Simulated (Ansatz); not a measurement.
# HC₁₈N (slab): what the fields show

Input file:

```
crystal:
  lattice:
    - [7.398, 0.0, 0.0]
    - [-3.699, 6.406856, 0.0]
    - [0.0, 0.0, 11.0]
  atoms:
    - { symbol: C, position: [0.0, 0.0, 0.0909091] }
    - { symbol: C, position: [0.2222222, 0.1111111, 0.0909091] }
    - { symbol: C, position: [0.0, 0.3333333, 0.0909091] }
    - { symbol: C, position: [0.2222222, 0.4444444, 0.0909091] }
    - { symbol: C, position: [0.0, 0.6666667, 0.0909091] }
    - { symbol: C, position: [0.2222222, 0.7777778, 0.0909091] }
    - { symbol: C, position: [0.3333333, 0.0, 0.0909091] }
    - { symbol: C, position: [0.5555556, 0.1111111, 0.0909091] }
    - { symbol: C, position: [0.3333333, 0.3333333, 0.0909091] }
    - { symbol: C, position: [0.5555556, 0.4444444, 0.0909091] }
    - { symbol: C, position: [0.3333333, 0.6666667, 0.0909091] }
    - { symbol: C, position: [0.5555556, 0.7777778, 0.0909091] }
    - { symbol: C, position: [0.6666667, 0.0, 0.0909091] }
    - { symbol: C, position: [0.8888889, 0.1111111, 0.0909091] }
    - { symbol: C, position: [0.6666667, 0.3333333, 0.0909091] }
    - { symbol: C, position: [0.8888889, 0.4444444, 0.0909091] }
    - { symbol: C, position: [0.6666667, 0.6666667, 0.0909091] }
    - { symbol: C, position: [0.8888889, 0.7777778, 0.0909091] }
    - { symbol: "N", position: [0.4106807, 0.8142012, 0.1963636] }
    - { symbol: H, position: [0.4258477, 0.8249763, 0.29] }
basis:
  ecutwfc: 500.0
kpoints:
  mp_grid: { grid: [2, 2, 1] }
hamiltonian:
  xc: r2scan
  dispersion: d3bj
scf:
  occupations: { method: gaussian, width: 0.05 }
  lower_state_search: "off"
relax:
  f_tol: 0.03
  max_steps: 60
  adjacent_minimum: "off"
output:
  write_density: true
  write_potential: true
  elf: true
  volumetric_format: npy
```

Launched as:

```sh
ansatz run input.yaml --threads 2 --pin off --max-ram 5120MiB --backend cpu --events-out ev --progress --plain --runs-dir out
```

The fields are those of the run's last geometry, not of the input's.

Level of theory: Ansatz, DFT r2SCAN-D3(BJ), scalar-relativistic, plane waves, PAW.

Core electrons are frozen (PAW), and the valence fields are smoothed inside the atomic spheres.

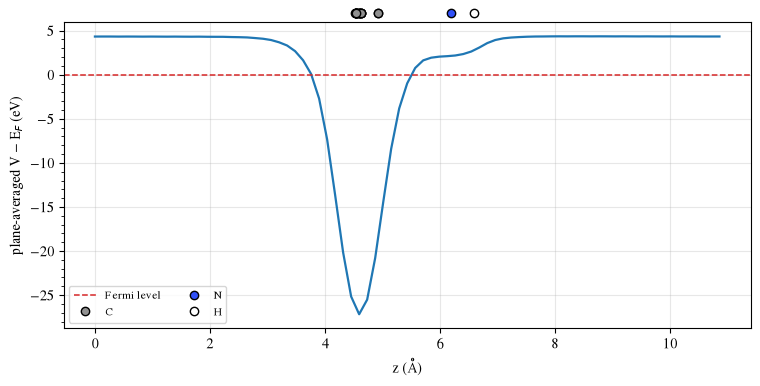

Figure 1. Plane average of the electrostatic potential energy of an electron across the slab. Circles mark the heights of the atoms.

**How far above the Fermi level of the calculation is the vacuum level?**

4.3 eV.

**How thick is the slab, and how wide the vacuum?**

The outermost nuclei are 2.1 Å apart, in 2 atomic planes; the vacuum between periodic images is 8.9 Å wide.

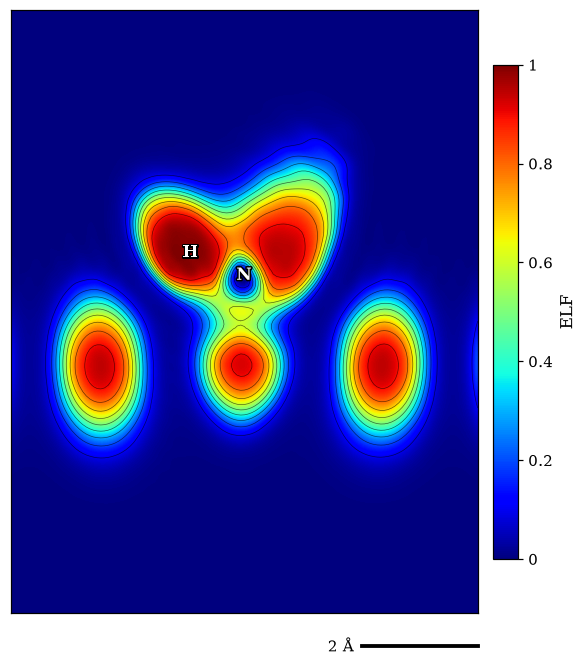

Figure 2. ELF on the (100) plane of the calculation cell, a cut from vacuum to vacuum.

**Describe what can be read from this map.**

- The section cuts through N and H sites.
- Atoms just off the plane (C, 0.7 Å away) can leave unmarked features too.
- N–H (1.02 Å): the ELF climbs to about 1 towards the hydrogen, as it does in any bond to H (an ordinary covalent bond to hydrogen).
- The ELF also peaks beside N, away from the bonds: lone-pair regions.

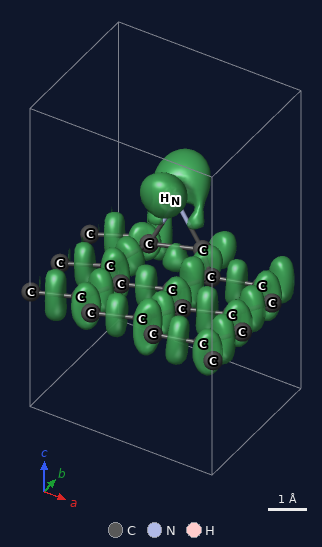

Figure 3. Isosurface of the electron localisation function at 0.8 (green), seen at an oblique angle. Only the valence region is drawn (cores and ρ < 0.01 e/Å³ removed). Sticks mark near contacts.

**Identify the bonds, lone pairs and shells in this picture.**

The ELF exceeds this value in 27 regions between bonded C–C atoms (shared pairs), one region around a hydrogen nucleus and one region on N in which the atom's valence shell and bonds are merged, counted in one cell of 20 atoms. Counts are for one cell; the picture repeats the cell along the surface. Along the contacts the grid gives the following. C–C (1.39 Å): the ELF peaks at about 0.95 between the atoms, as expected for localised, covalent bonding.
